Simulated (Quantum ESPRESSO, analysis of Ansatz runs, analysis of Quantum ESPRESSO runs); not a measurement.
# Charge-transition level of Li on a Zn site in ZnO (PBEsol) (Quantum ESPRESSO)

Subject: Li on a Zn site in ZnO. Wanted: its charge-transition level, in one set-up (PBEsol, GBRV 1.5 PBEsol, 32-site cell, PBEsol lattice, k: the single point 1/4 1/4 1/4 then 2x2x2 shifted, started with the impurity moved along one bond, dielectric constants 3.7 and 8.5 (handbook)). The model is a cell of 32 host atoms with 1 Zn taken out and 1 Li put in. The level is the Fermi energy at which two charge states have equal formation energy, after a correction for the images of the charge. A local or semilocal functional is the cheapest first rung.

What was measured. (0/-1) level above the valence-band top: 0.8 eV (“Acceptors in ZnO”, 2015, McCluskey et al.). The runs below try to reproduce this.

Program: Quantum ESPRESSO 7.5. Level of theory: Quantum ESPRESSO plane-wave DFT, PBEsol, GBRV 1.5 PBEsol potentials; relaxation of all atoms of a defect supercell. Results are calculated unless marked as measured.

## 1. Starting point

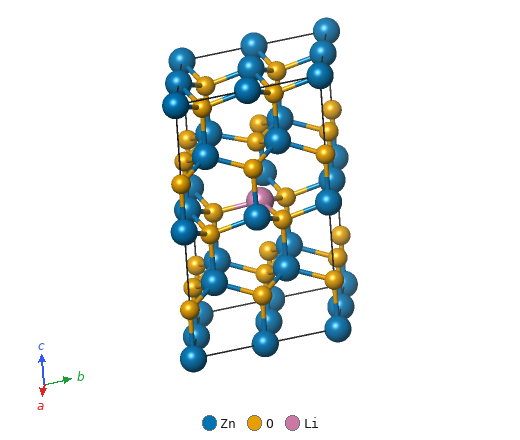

The starting structure, seen slightly off an axis (zinc blue, oxygen orange, lithium pink). Bonds to atoms that aren't drawn are left out. Some periodic images of atoms are drawn too.

The cell holds 32 atoms: 15 Zn, 16 O and 1 Li. Its edges and angles: a = 6.466 Å, b = 6.466 Å, c = 10.420 Å, α = 90.0°, β = 90.0°, γ = 120.0°. It derives from ZnO (space group P6_3mc). Nearest the centre at fractional (0.333, 0.667, 0.500): Li14 at 0.25 Å, O12 at 1.95 Å, O28 at 1.97 Å, O4 at 1.99 Å, O15 at 2.17 Å, Zn13 at 3.19 Å, Zn5 at 3.20 Å, Zn9 at 3.20 Å.

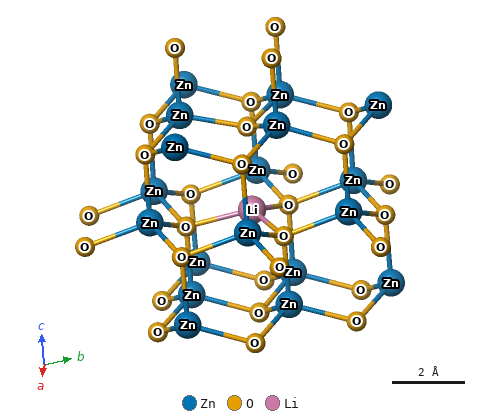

The atoms within 5 Å of the centre.

The host's primitive cell comes from a first run (Quantum ESPRESSO plane-wave DFT, PBEsol, GBRV 1.5 PBEsol potentials; relaxation of cell and atoms of a defect-free cell): vectors of 3.233, 3.233 and 5.210 Å. That is 11.79 Å³ an atom, 0.9 % under the diffraction cell's volume. The supercell is built on it.

## 2. Relaxation, charge 0

Every later number rests on the structure around the defect, so the atoms are relaxed at the host's lattice first.

pw.in

```
&CONTROL
  calculation = 'relax'
  prefix = 'pwscf'
  outdir = './tmp'
  pseudo_dir = './pseudo'
  tprnfor = .true.
  disk_io = 'low'
  nstep = 70
  forc_conv_thr = 0.00078
  etot_conv_thr = 0.0001
/
&SYSTEM
  ibrav = 0
  nat = 32
  ntyp = 3
  ecutwfc = 45
  ecutrho = 360
  nbnd = 204
  occupations = 'smearing'
  smearing = 'fd'
  degauss = 0.00073499
  nspin = 2
  starting_magnetization(1) = 0.025
  starting_magnetization(2) = 0.0833
  starting_magnetization(3) = 0.1667
  tot_magnetization = 1
  nosym = .true.
/
&ELECTRONS
  conv_thr = 3d-08
  electron_maxstep = 100
  mixing_beta = 0.3
/
&IONS
  ion_dynamics = 'bfgs'
/
ATOMIC_SPECIES
Zn    65.3800 zn_pbesol_v1.uspp.F.UPF
O     15.9990 o_pbesol_v1.2.uspp.F.UPF
Li     6.9400 li_pbesol_v1.4.uspp.F.UPF
CELL_PARAMETERS angstrom
   6.4656034089    0.0000000000    0.0000000000
  -3.2328017045    5.5993768577    0.0000000000
   0.0000000000    0.0000000000   10.4195469435
ATOMIC_POSITIONS crystal
Zn     0.1654909571    0.3332695224    0.2480530066
Zn     0.3324706068    0.1658279842   -0.0020093068
O      0.3340629664    0.1676925652    0.1915025669
O      0.1669311757    0.3305966483    0.4389654411
Zn     0.1691153478    0.3367062063    0.7502547799
Zn     0.3312788704    0.1662460758    0.4983117246
O      0.3306598027    0.1670403634    0.6889663221
O      0.1691469171    0.3366078480    0.9391083641
Zn     0.1636208067    0.8325191893    0.2507370715
Zn     0.3340625406    0.6672167043   -0.0020394142
O      0.3341234294    0.6663237802    0.1878538479
O      0.1686158019    0.8333082537    0.4411529561
Zn     0.1666354319    0.8302442879    0.7496195846
Li     0.3357123003    0.6655869947    0.4761021678
O      0.3358146515    0.6700470103    0.7084848680
O      0.1658465297    0.8299483601    0.9393818980
Zn     0.6691525996    0.3361771674    0.2507915479
Zn     0.8364197276    0.1677378588   -0.0010845605
O      0.8335373299    0.1663856792    0.1915704414
O      0.6651872755    0.3304686199    0.4408149919
Zn     0.6695805403    0.3349473942    0.7487302816
Zn     0.8304989462    0.1648462366    0.4986951871
O      0.8354332467    0.1668773176    0.6882061392
O      0.6695590099    0.3358285890    0.9405879561
Zn     0.6652159870    0.8350017777    0.2489032637
Zn     0.8302142924    0.6644812681   -0.0010148151
O      0.8321525057    0.6689036692    0.1892178349
O      0.6682622524    0.8319041577    0.4406884576
Zn     0.6668864131    0.8349390011    0.7515120796
Zn     0.8328633097    0.6688665155    0.4986794892
O      0.8298206116    0.6653396918    0.6898923411
O      0.6695394389    0.8330833274    0.9392150616
K_POINTS crystal
1
0.25 0.25 0.25 1.0
```

The run is started by

```sh
> OMP_NUM_THREADS=1 mpirun -n 4 pw.x -in pw.in > pw.out
```

The program printed:

```text
This program is part of the open-source Quantum ESPRESSO suite
     for quantum simulation of materials; please cite
         "P. Giannozzi et al., J. Phys.:Condens. Matter 21 395502 (2009);
         "P. Giannozzi et al., J. Phys.:Condens. Matter 29 465901 (2017);
         "P. Giannozzi et al., J. Chem. Phys. 152 154105 (2020);
          URL
     in publications or presentations arising from this work. More details at

     Subspace diagonalization in iterative solution of the eigenvalue problem:
     one sub-group per band group will be used
     scalapack distributed-memory algorithm (size of sub-group:  2*  2 procs)

     --------------------
     sticks:   dense  smooth     PW     G-vecs:    dense   smooth      PW
     Min         919     460    124                73369    25926    3658
     Max         920     461    125                73378    25929    3665
     Sum        3679    1843    499               293501   103711   14653

     Using Slab Decomposition

     bravais-lattice index     =            0
     lattice parameter (alat)  =      12.2182  a.u.
     unit-cell volume          =    2545.6236 (a.u.)^3
     number of atoms/cell      =           32
     number of atomic types    =            3
     number of electrons       =       399.00 (up: 200.00, down: 199.00)
     number of Kohn-Sham states=          204
     kinetic-energy cutoff     =      45.0000  Ry
     charge density cutoff     =     360.0000  Ry
     scf convergence threshold =      3.0E-08
     mixing beta               =       0.3000
     number of iterations used =            8  plain     mixing
     energy convergence thresh.=      1.0E-04
     force convergence thresh. =      7.8E-04
     Exchange-correlation= SLA  PW   PSX  PSC
                           (   1   4  10   8   0   0   0)
     nstep                     =           70

     celldm(1)=  12.218220  celldm(2)=   0.000000  celldm(3)=   0.000000
     celldm(4)=   0.000000  celldm(5)=   0.000000  celldm(6)=   0.000000

     crystal axes: (cart. coord. in units of alat)
               a(1) = (   1.000000   0.000000   0.000000 )
               a(2) = (  -0.500000   0.866025   0.000000 )
               a(3) = (   0.000000   0.000000   1.611535 )

     reciprocal axes: (cart. coord. in units 2 pi/alat)
               b(1) = (  1.000000  0.577350 -0.000000 )
               b(2) = (  0.000000  1.154701  0.000000 )
               b(3) = (  0.000000 -0.000000  0.620526 )

     PseudoPot. # 1 for Zn read from file:
     zn_pbesol_v1.uspp.F.UPF
     Pseudo is Ultrasoft, Zval = 20.0
     Generated by new atomic code, or converted to UPF format
     Using radial grid of  943 points,  6 beta functions with:
                l(1) =   0
                l(2) =   0
                l(3) =   1
                l(4) =   1
                l(5) =   2
                l(6) =   2
     Q(r) pseudized with  8 coefficients,  rinner =    1.100   1.100   1.100
                                                       1.100   1.100

     PseudoPot. # 2 for O  read from file:
     o_pbesol_v1.2.uspp.F.UPF
     Pseudo is Ultrasoft + core correction, Zval =  6.0
     Generated by new atomic code, or converted to UPF format
     Using radial grid of  737 points,  5 beta functions with:
                l(1) =   0
                l(2) =   0
                l(3) =   1
                l(4) =   1
                l(5) =   2
     Q(r) pseudized with  8 coefficients,  rinner =    0.900   0.900   0.900
                                                       0.900   0.900

     PseudoPot. # 3 for Li read from file:
     li_pbesol_v1.4.uspp.F.UPF
     Pseudo is Ultrasoft, Zval =  3.0
     Generated by new atomic code, or converted to UPF format
     Using radial grid of  751 points,  5 beta functions with:
                l(1) =   0
                l(2) =   0
                l(3) =   0
                l(4) =   1
                l(5) =   1
     Q(r) pseudized with 10 coefficients,  rinner =    1.150   1.150   1.150

     atomic species   valence    mass     pseudopotential
     Zn               20.00    65.38000     Zn( 1.00)
     O                 6.00    15.99900     O ( 1.00)
     Li                3.00     6.94000     Li( 1.00)

     Starting magnetic structure
     atomic species   magnetization
     Zn              0.025
     O               0.083
     Li              0.167

     No symmetry found

   Cartesian axes

     site n.     atom                  positions (alat units)
         1        Zn     tau(   1) = (  -0.0011438   0.2886199   0.3997461  )
         2        Zn     tau(   2) = (   0.2495566   0.1436112  -0.0032381  )
         3        O      tau(   3) = (   0.2502167   0.1452260   0.3086131  )
         4        O      tau(   4) = (   0.0016329   0.2863051   0.7074082  )
         5        Zn     tau(   5) = (   0.0007622   0.2915961   1.2090619  )
         6        Zn     tau(   6) = (   0.2481558   0.1439733   0.8030468  )
         7        O      tau(   7) = (   0.2471396   0.1446612   1.1102934  )
         8        O      tau(   8) = (   0.0008430   0.2915110   1.5134061  )
         9        Zn     tau(   9) = (  -0.2526388   0.7209828   0.4040716  )
        10        Zn     tau(  10) = (   0.0004542   0.5778266  -0.0032866  )
        11        O      tau(  11) = (   0.0009615   0.5770533   0.3027331  )
        12        O      tau(  12) = (  -0.2480383   0.7216661   0.7109335  )
        13        Zn     tau(  13) = (  -0.2484867   0.7190127   1.2080383  )
        14        Li     tau(  14) = (   0.0029188   0.5764153   0.7672554  )
        15        O      tau(  15) = (   0.0007911   0.5802777   1.1417482  )
        16        O      tau(  16) = (  -0.2491277   0.7187564   1.5138469  )
        17        Zn     tau(  17) = (   0.5010640   0.2911380   0.4041594  )
        18        Zn     tau(  18) = (   0.7525508   0.1452652  -0.0017478  )
        19        O      tau(  19) = (   0.7503445   0.1440942   0.3087225  )
        20        O      tau(  20) = (   0.4999530   0.2861942   0.7103888  )
        21        Zn     tau(  21) = (   0.5021068   0.2900730   1.2066051  )
        22        Zn     tau(  22) = (   0.7480758   0.1427610   0.8036648  )
        23        O      tau(  23) = (   0.7519946   0.1445200   1.1090684  )
        24        O      tau(  24) = (   0.5016447   0.2908361   1.5157905  )
        25        Zn     tau(  25) = (   0.2477151   0.7231328   0.4011164  )
        26        Zn     tau(  26) = (   0.4979737   0.5754577  -0.0016354  )
        27        O      tau(  27) = (   0.4977007   0.5792876   0.3049312  )
[...]
atom  15 (R=0.121)  charge=  5.2016  magn=  0.0452
     atom  16 (R=0.121)  charge=  5.1956  magn=  0.0264
[...]
atom  25 (R=0.121)  charge= 17.2171  magn=  0.0176
     atom  26 (R=0.121)  charge= 17.2219  magn=  0.0085
     atom  27 (R=0.121)  charge=  5.1894  magn=  0.0337
     atom  28 (R=0.121)  charge=  5.1840  magn=  0.0892
     atom  29 (R=0.121)  charge= 17.2202  magn=  0.0149
     atom  30 (R=0.121)  charge= 17.2142  magn=  0.0324
     atom  31 (R=0.121)  charge=  5.1957  magn=  0.0364
     atom  32 (R=0.121)  charge=  5.1967  magn=  0.0209

     End of self-consistent calculation

 ------ SPIN UP ------------

          k = 0.2500 0.4330 0.1551 ( 12983 PWs)   bands (ev):

  -114.9936-114.9833-114.9557-114.9537-114.9423-114.9413-114.9391-114.9371
  -114.9362-114.9341-114.9258-114.9242-114.8933-114.8530-114.8487 -69.3605
   -69.3564 -69.3484 -69.3383 -69.3345 -69.3207 -69.3196 -69.3190 -69.3180
   -69.3177 -69.3129 -69.3112 -69.3105 -69.3085 -69.3069 -69.3045 -69.3023
   -69.2992 -69.2983 -69.2970 -69.2925 -69.2918 -69.2897 -69.2895 -69.2893
   -69.2865 -69.2849 -69.2809 -69.2798 -69.2769 -69.2682 -69.2674 -69.2646
   -69.2623 -69.2570 -69.2502 -69.2496 -69.2493 -69.2328 -69.2296 -69.2244
   -69.1998 -69.1989 -69.1911 -69.1843 -33.6290  -9.5729  -9.4044  -9.3561
    -9.3087  -9.2338  -9.1792  -9.1319  -9.0678  -9.0330  -9.0189  -9.0044
    -8.9773  -8.7740  -8.6581  -8.6068  -8.5770   2.0961   2.1187   2.1482
     2.1632   2.1833   2.1986   2.2475   2.2924   2.3146   2.3722   2.4351
     2.4461   2.4688   2.4799   2.5343   2.5890   2.6121   2.6282   2.6389
     2.6552   2.6755   2.6867   2.6975   2.7145   2.7277   2.7460   2.7666
     2.7882   2.7975   2.8133   2.8277   2.8414   2.8767   2.8850   2.9040
     2.9182   2.9549   2.9855   3.0345   3.0636   3.1097   3.1471   3.1662
     3.2209   3.2997   3.4239   3.5156   3.5323   3.5871   3.6068   3.6483
     3.6622   3.6808   3.6884   3.7017   3.7083   3.7112   3.7436   3.7528
     3.7577   3.7969   3.8173   3.8250   3.8339   3.8481   3.8654   3.8737
[...]
11.3213  12.2269  12.6434  12.7556

 ------ SPIN DOWN ----------

          k = 0.2500 0.4330 0.1551 ( 12983 PWs)   bands (ev):

  -114.9750-114.9487-114.9396-114.9349-114.9283-114.9204-114.9116-114.9090
  -114.9051-114.8887-114.8874-114.8760-114.8645-114.8288-114.8252 -69.3371
[...]
3.7786   3.8149   3.8354   3.8452   3.8549   3.8699   3.8858   3.8967
     3.9005   3.9247   3.9390   3.9672   4.0128   4.0249   4.0581   4.1341
     4.3886   4.4348   4.4550   4.5074   4.5273   4.6086   4.7270   4.8401
     5.0253   5.1639   5.2404   5.3032   5.3307   5.3925   5.4285   5.6336
     5.8152   5.9199   6.0173   6.1160   6.1480   6.1863   6.2021   6.2935
     6.3631   6.3866   6.4822   6.5443   6.6122   6.6367   6.7236   6.8076
     6.8907   7.0099   7.0286   7.0768   7.1591   7.2120   7.2746   7.3285
     7.4046   7.4404   7.4552   7.5016   7.5435   7.6061   7.8342   7.8740
    11.3447  12.2551  12.6808  12.7851

     the spin up/dw Fermi energies are     8.8857    7.8541 ev

!    total energy              =   -7449.78907247 Ry
     estimated scf accuracy    <          2.5E-10 Ry
     smearing contrib. (-TS)   =      -0.00054003 Ry
     internal energy E=F+TS    =   -7449.78853244 Ry

     The total energy is F=E-TS. E is the sum of the following terms:
     one-electron contribution =   -6217.49903073 Ry
     hartree contribution      =    3265.80701336 Ry
     xc contribution           =    -745.74997692 Ry
     ewald contribution        =   -3752.34653816 Ry

     total magnetization       =     1.00 Bohr mag/cell
     absolute magnetization    =     1.13 Bohr mag/cell

     convergence has been achieved in  10 iterations

     Forces acting on atoms (cartesian axes, Ry/au):

     atom    1 type  1   force =     0.00005494    0.00015822    0.00038399
     atom    2 type  1   force =    -0.00006100   -0.00022100    0.00026810
     atom    3 type  2   force =     0.00007504    0.00016288    0.00020322
     atom    4 type  2   force =     0.00001771   -0.00007111   -0.00044944
     atom    5 type  1   force =     0.00002137    0.00017082    0.00020318
     atom    6 type  1   force =     0.00009151    0.00022565   -0.00011418
     atom    7 type  2   force =     0.00001925    0.00001494   -0.00023687
     atom    8 type  2   force =     0.00009832    0.00002906   -0.00006321
     atom    9 type  1   force =    -0.00004370   -0.00015437    0.00012489
     atom   10 type  1   force =    -0.00019673    0.00000478    0.00007557
     atom   11 type  2   force =     0.00005571    0.00002832   -0.00042759
     atom   12 type  2   force =     0.00021192   -0.00000520   -0.00009645
     atom   13 type  1   force =     0.00001996    0.00003923    0.00013764
     atom   14 type  3   force =    -0.00050799    0.00014945    0.00001766
     atom   15 type  2   force =    -0.00017888   -0.00006957   -0.00007241
     atom   16 type  2   force =     0.00002917    0.00007761    0.00011242
[...]
atom   25 type  1   force =    -0.00013040   -0.00032781    0.00022634
     atom   26 type  1   force =     0.00005056    0.00001080    0.00030470
     atom   27 type  2   force =     0.00020543   -0.00006173    0.00020565
     atom   28 type  2   force =     0.00015330    0.00006190   -0.00042887
     atom   29 type  1   force =    -0.00020022   -0.00018743    0.00009012
     atom   30 type  1   force =     0.00015737   -0.00022660   -0.00019903
     atom   31 type  2   force =     0.00004989    0.00001130   -0.00008211
     atom   32 type  2   force =     0.00011875   -0.00005748    0.00012782

     Total force =     0.002051     Total SCF correction =     0.000097
     Energy error            =      8.0E-06 Ry
     Gradient error          =      7.7E-04 Ry/Bohr

     bfgs converged in  18 scf cycles and  17 bfgs steps
     (criteria: energy <  1.0E-04 Ry, force <  7.8E-04 Ry/Bohr)

     End of BFGS Geometry Optimization

     Final energy             =   -7449.7890724693 Ry

     File ./tmp/pwscf.bfgs deleted, as requested
Begin final coordinates

ATOMIC_POSITIONS (crystal)
Zn               0.1669651957        0.3364858199        0.2541651260
Zn               0.3342140059        0.1650451442       -0.0010433444
O                0.3322610871        0.1674782653        0.1892812646
O                0.1690901641        0.3331988789        0.4402362474
Zn               0.1683471243        0.3403962674        0.7458365998
Zn               0.3310288552        0.1642581893        0.4983192757
O                0.3338174068        0.1682241471        0.6896247921
O                0.1678084671        0.3320897709        0.9383797953
Zn               0.1665687697        0.8335523047        0.2534116168
Zn               0.3352500627        0.6652074157       -0.0021770148
O                0.3323941590        0.6679587364        0.1879266732
O                0.1641194154        0.8348326854        0.4398204866
Zn               0.1681687948        0.8335009269        0.7465013965
Li               0.3330927655        0.6658326490        0.5034896296
O                0.3333393787        0.6689395583        0.6904239167
O                0.1673575333        0.8326664196        0.9387242905
[...]
Zn               0.6639272387        0.8339307937        0.2538336933
Zn               0.8350408408        0.6658242690       -0.0009733664
O                0.8328068428        0.6682795371        0.1893436479
O                0.6658361120        0.8299581947        0.4400951196
Zn               0.6615640549        0.8334483099        0.7462499977
Zn               0.8345165284        0.6682671442        0.4983939348
O                0.8332948448        0.6676469269        0.6895755347
O                0.6685255985        0.8329051365        0.9385552670
End final coordinates

=------------------------------------------------------------------------------=
   JOB DONE.
=------------------------------------------------------------------------------=
```

It took 26 min on 4 MPI ranks of Arm Neoverse V2, shared host; peak memory 1.6 GiB.

(Continued in part 2 of 4.)

[Logs are printed without paths, hosts, clocks, repeated set-up lines and the standing remarks that a program may print on its own settings, such as how far it seeks lower states.]

[Hosts, paths, dates, database ids (printed as entryN), source tags and the programs' standing remarks are cut or masked in the printed files.]

[For some hosts the program warned that the k-mesh of the response run may be too coarse for force constants and the static dielectric constant; such warnings are not shown here.]
